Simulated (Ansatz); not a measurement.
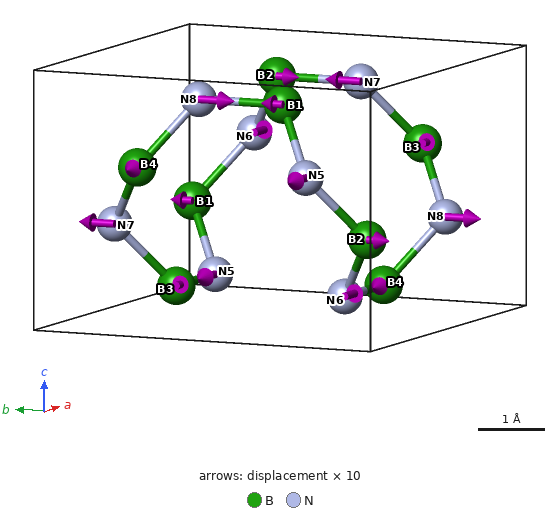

A relaxation of crystalline BN (a generated structure, set up in I-42d) (coarse preliminary run). The starting structure is drawn; purple arrows show the displacements (the part carried along by the change of the cell is left out), magnified 10 times.

Style: ball-and-stick. Shown: the conventional cell (2 times the calculation's cell), from a free direction. Lengths and directions refer to the drawn axes.

Computed with DFT PBE, scalar-relativistic, plane waves, PAW in Ansatz 0.2.0.

Input file:
```yaml
crystal:
  lattice:
    - [-2.8416007, 2.8416007, 2.00931364]
    - [2.8416007, -2.8416007, 2.00931364]
    - [2.8416007, 2.8416007, -2.00931364]
  atoms:
    - { symbol: B, position: [0.25000012, 0.125, 0.62500012] }
    - { symbol: B, position: [0.49999988, 0.625, 0.37499988] }
    - { symbol: B, position: [0.875, 0.50000012, 0.12500012] }
    - { symbol: B, position: [0.375, 0.74999988, 0.87499988] }
    - { symbol: "N", position: [0.875, 0.74999988, 0.37499988] }
    - { symbol: "N", position: [0.375, 0.50000012, 0.62500012] }
    - { symbol: "N", position: [0.25000012, 0.625, 0.12500012] }
    - { symbol: "N", position: [0.49999988, 0.125, 0.87499988] }
basis:
  ecutwfc: 420
kpoints:
  mp_grid: { grid: [6, 6, 6] }
hamiltonian:
  xc: pbe
scf:
  occupations: { method: gaussian, width: 0.1 }
  lower_state_search: "off"
output:
  forces: true
  stress: true
  eigenvalues: true
relax:
  adjacent_minimum: "off"
  f_tol: 0.04
  max_steps: 70
  cell: { stress_tol: 0.4 }
```

Launched with:
```bash
ansatz run input.yaml --threads 1 --pin off --max-ram 2560MiB --backend cpu --events-out ev --progress --plain --runs-dir out
```

Which element moves most?

Nitrogen: up to 0.061 Å, against 0.038 Å for boron.

Describe the change and its energy.

The energy falls by 0.712 eV per cell of the calculation in 6 accepted moves (8 points after the start). Largest force component: 2 eV/Å at the start, 0.027 eV/Å at the end. Pressure: 25.07 GPa at the start and −0.16 GPa at the end. The SCF was repeated twice at an unchanged geometry on a basis and grid sized afresh for the cell, which shifted the energy by 44.2 meV per cell of the calculation at most. The largest moves relative to the cell, 0.061 Å, are those of N5, N6, N7 and N8. N6 goes along +a. By element the largest moves are N 0.061 Å, B 0.038 Å. The drawn cell changes as follows: a = b 5.683 → 6.027 Å (+6.1 %), c 4.019 → 3.891 Å (−3.2 %); the volume changes by +8.9 %. Near-neighbour distances that change, for instance: B1–N5 1.421 → 1.495 Å, B1–N8 1.421 → 1.408 Å. Bond angles that change, for instance: B1–N6–B2 120.0° → 114.0°, N7–B4–N8 120.0° → 116.1°, B1–N6–B4 120.0° → 123.0°. The space group stays I-42d (No. 122).
